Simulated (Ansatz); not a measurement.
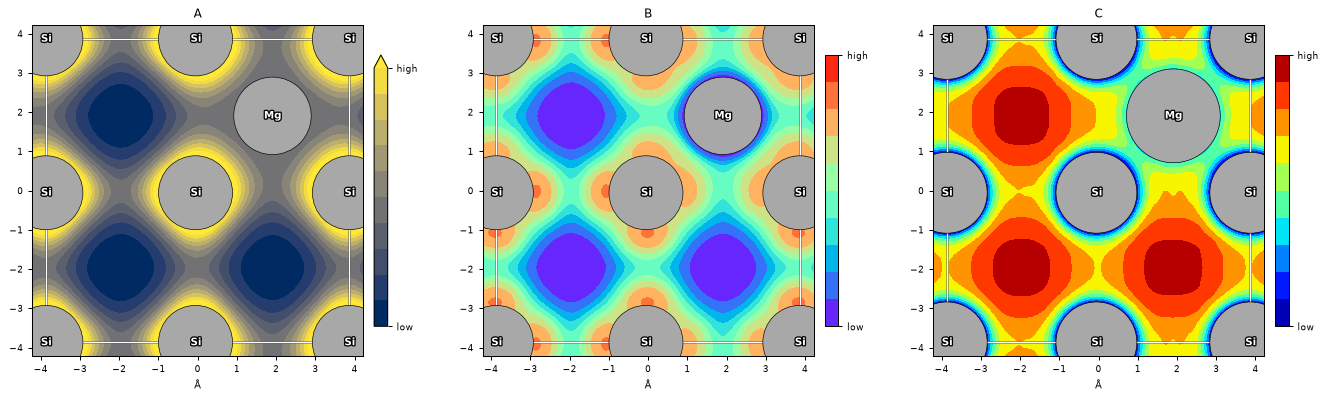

MgSi16 (cell with a defect): 3 fields on the (110) plane of the calculation cell, with unlabelled colour scales. Grey discs cover the atomic cores.

Theory: DFT PBE, scalar-relativistic, plane waves, PAW (Ansatz 0.2.0).

Input file:

```
crystal:
  lattice:
    - [0.0, 5.4700937624, -5.4700937624]
    - [5.4700937624, 5.4700937624, 0.0]
    - [5.4700937624, 0.0, -5.4700937624]
  atoms:
    - { symbol: Si, position: [0.1033800819, 0.1400625579, 0.1414376633] }
    - { symbol: Si, position: [0.1173391558, 0.6251864654, 0.13000159] }
    - { symbol: Si, position: [0.6287382931, 0.1199429616, 0.1301132759] }
    - { symbol: Si, position: [0.625, 0.625, 0.125] }
    - { symbol: Si, position: [0.1468749439, 0.111386079, 0.6199590053] }
    - { symbol: Si, position: [0.125, 0.625, 0.625] }
    - { symbol: Si, position: [0.625, 0.125, 0.625] }
    - { symbol: Si, position: [0.625, 0.625, 0.625] }
    - { symbol: Si, position: [0.2511900532, 0.7244754285, 0.2559114424] }
    - { symbol: Si, position: [0.25, 0.25, 0.25] }
    - { symbol: Si, position: [0.7612349139, 0.7498710984, 0.2487890731] }
    - { symbol: Si, position: [0.7595288368, 0.2537410979, 0.2349662597] }
    - { symbol: Si, position: [0.2299629689, 0.7567081685, 0.7553130819] }
    - { symbol: Si, position: [0.2534155718, 0.2223069634, 0.765031167] }
    - { symbol: Si, position: [0.75, 0.75, 0.75] }
    - { symbol: Si, position: [0.7498605999, 0.257167738, 0.7443552287] }
    - { symbol: Mg, position: [0.0015039186, -0.0019339936, -0.0038619325] }
  host:
    lattice:
      - [0.0, 2.7350468812, 2.7350468812]
      - [2.7350468812, 0.0, 2.7350468812]
      - [2.7350468812, 2.7350468812, 0.0]
    atoms:
      - { symbol: Si, position: [0.75, 0.75, 0.75] }
      - { symbol: Si, position: [0.5, 0.5, 0.5] }
basis:
  ecutwfc: 420
  xc_grid: 2
kpoints:
  mp_grid: { grid: [2, 2, 2], shift: [0.0, 0.0, 0.0] }
hamiltonian:
  xc: pbe
scf:
  occupations: { method: gaussian, width: 0.01 }
output:
  forces: true
  stress: false
  eigenvalues: true
  charged_corrections:
    defect_position: [0.0, 0.0, 0.0]
    epsilon: [[12.9823, 0.0, 0.0], [0.0, 12.9823, 0.0], [0.0, 0.0, 12.9823]]
  write_density: true
  write_potential: true
  elf: true
  volumetric_format: npy
relax:
  adjacent_minimum: "off"
  f_tol: 0.025
  max_steps: 45
```

Launched as:

```sh
ansatz run input.yaml --threads 4 --pin off --max-ram 8192MiB --backend cpu --events-out ev --progress --plain --runs-dir out
```

The fields are those of the relaxed geometry.

**Which field does each panel show? The fields are: electron localisation function, electrostatic potential energy of an electron and valence pseudo-density.**

Panel A: valence pseudo-density. Panel B: electron localisation function. Panel C: electrostatic potential energy of an electron (low next to the atoms, rising into the space between them).
